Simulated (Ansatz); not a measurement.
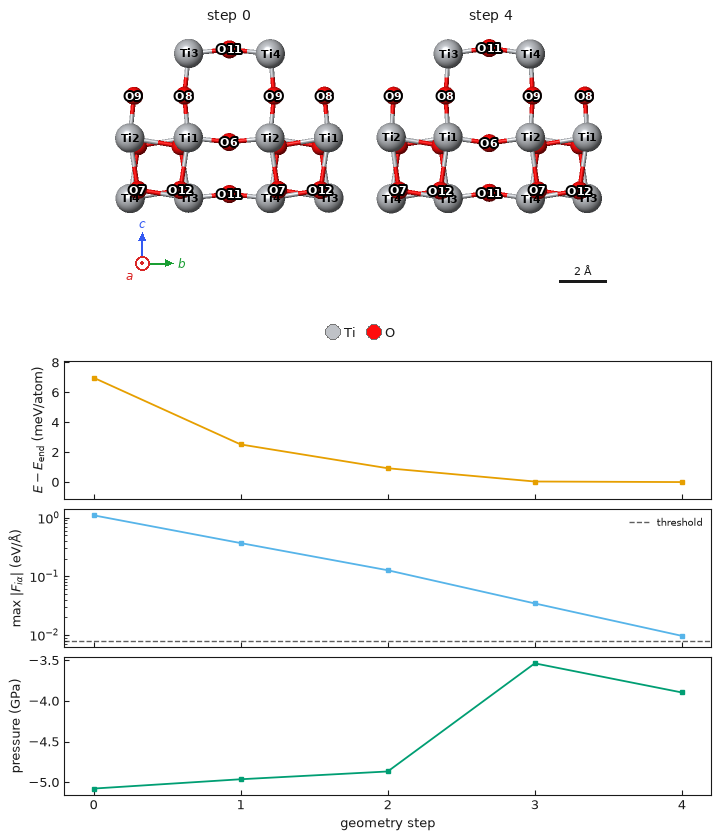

First and last geometry of a relaxation of solid TiO$_{2}$ (set up in C2/m), with the history of the run. A ball-and-stick model of the atoms within 5.0 Å of the atom that moves most (axes of the larger cell on standard axes (4 times the calculation's cell)), seen along the a axis.

Case: biaxial strain in the a-b plane of +2.0 %; c and atoms relaxed.

Computed with DFT r2SCAN, scalar-relativistic, plane waves, PAW (Ansatz 0.2.0).

Input
```yaml
crystal:
  lattice:
    - [-4.4358808322, 4.4358808322, 1.9184974305]
    - [4.4358808322, -4.4358808322, 1.9184974305]
    - [4.2967159433, 4.2967159433, -1.9184974305]
  atoms:
    - { symbol: Ti, position: [0.2911432255, 0.001298515, 0.2924417406] }
    - { symbol: Ti, position: [0.001298515, 0.7088567745, 0.7101552895] }
    - { symbol: Ti, position: [0.998701485, 0.2911432255, 0.2898447105] }
    - { symbol: Ti, position: [0.7088567745, 0.998701485, 0.7075582594] }
    - { symbol: O, position: [0.4994795341, 0.151188583, 0.650668117] }
    - { symbol: O, position: [0.1605345299, 0.8402093603, 0.0007438902] }
    - { symbol: O, position: [0.151188583, 0.5005204659, 0.6517090489] }
    - { symbol: O, position: [0.1597906397, 0.1605345299, 0.3203251696] }
    - { symbol: O, position: [0.8402093603, 0.8394654701, 0.6796748304] }
    - { symbol: O, position: [0.848811417, 0.4994795341, 0.3482909511] }
    - { symbol: O, position: [0.8394654701, 0.1597906397, 0.9992561098] }
    - { symbol: O, position: [0.5005204659, 0.848811417, 0.349331883] }
basis:
  ecutwfc: 500
kpoints:
  mp_grid: { grid: [8, 8, 8] }
hamiltonian:
  xc: r2scan
scf:
  occupations: { method: gaussian, width: 0.02 }
output:
  forces: true
  stress: true
  eigenvalues: true
relax:
  adjacent_minimum: "off"
  f_tol: 0.008
  max_steps: 40
  cell: { stress_tol: 0.015, fix: [a, b, gamma] }
```

Command:
```bash
ansatz run input.yaml --threads 2 --pin off --max-ram 5120MiB --backend cpu --events-out ev --progress --plain --runs-dir out
```

Question: Did the run converge, and what did it change?

Answer: The run was cut off at its time limit before the relaxation converged, so the last structure is only a point on the way. The energy falls by 7.0 meV per atom in 4 geometry steps. The largest force component goes from 1.1 to 0.0096 eV/Å. Pressure: −5.08 GPa at the start and −3.90 GPa at the end. The largest moves relative to the cell, 0.052 Å, are those of O6 and O11. O6 goes along −c. By element the largest moves are O 0.052 Å, Ti 0.038 Å. The drawn cell changes as follows: a unchanged at 3.837 Å, b 12.153 → 12.062 Å (−0.7 %), c unchanged at 12.547 Å; the volume changes by −0.7 %. Near-neighbour distances that change, for instance: Ti2–O10 2.228 → 2.162 Å, Ti1–Ti2 3.182 → 3.126 Å, Ti1–O5 2.207 → 2.156 Å, Ti2–O7 2.275 → 2.324 Å. Among the angles between lasting bonds that change: Ti2–O9–Ti4 168.9° → 173.5°, Ti3–O11–Ti4 168.2° → 163.8°, O7–Ti2–O9 165.2° → 168.3°. The space group stays C2/m (No. 12).
